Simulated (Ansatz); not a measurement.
# GaN (P6_3mc): least direct gap against volume

The cell of GaN (P6_3mc) is scaled evenly and the response computed anew at each volume, on one mesh. The atoms keep their fractional positions.

Cell: a, b, c = 3.180, 3.180, 5.166 Å (primitive vectors), 4 atoms.

Method: Ansatz 0.2.0, PBE, independent particles, k-mesh 9×9×5 with interpolation inside its cells, Gaussian parameter 0.1 eV.

Launch of the response step: `ansatz run input.yaml --threads 4 --pin off --max-ram 8192MiB --backend cpu --events-out ev --progress --plain --runs-dir out`. The series took 3.0 min in all, on 4 threads of Arm Neoverse V2 (shared host).

| V/V₀ | V (Å³, primitive cell) | least direct gap (eV) |
| --- | --- | --- |
| 0.94 | 42.53 | 2.378 |
| 0.96 | 43.43 | ? |
| 0.98 | 44.34 | 2.099 |
| 1.00 | 45.24 | 1.964 |
| 1.02 | 46.15 | 1.832 |
| 1.04 | 47.05 | 1.703 |
| 1.06 | 47.96 | 1.575 |

For small changes the quantity should be close to linear in ln V.

Working, on the rows shown:

| x = ln(V/V₀) | y = least direct gap |
| --- | --- |
| -0.0618754 | 2.378 |
| -0.0202027 | 2.099 |
| 0 | 1.964 |
| 0.0198026 | 1.832 |
| 0.0392207 | 1.703 |
| 0.0582689 | 1.575 |

Means: x̄ = 0.005869, ȳ = 1.9252. Σ(x − x̄)(y − ȳ) = -0.06249, Σ(x − x̄)² = 0.009356. Slope = -0.06249 / 0.009356 = -6.68; intercept = ȳ − slope · x̄ = 1.9644. The line misses the rows shown by at most 0.00061 eV.

Task: Predict the last column of the withheld row from the fit.

Result: At x = -0.040822 the line gives y = 2.237 eV. The run gave 2.237 eV, so the interpolation holds to the digits printed.

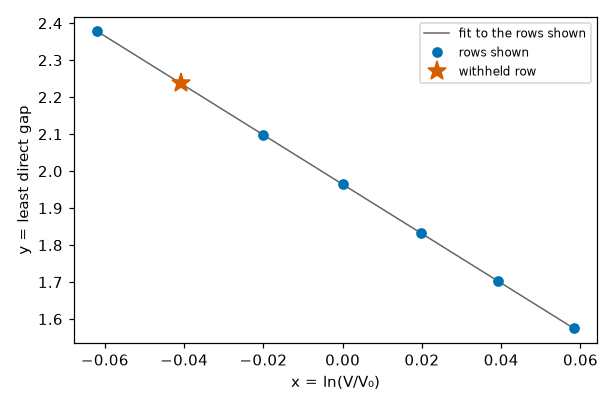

Between the rows on either side of x = 0 the slope is (1.832 − 2.099) / (0.019803 − (-0.020203)) = -6.674. That is a volume deformation potential of -6.7 eV: the least direct gap on this mesh widens by 67 meV for each per cent of compression. The cell comes from an older database entry, whose edges can be off by a per cent or so. PBE gaps are as a rule too small. Spin-orbit coupling is left out.
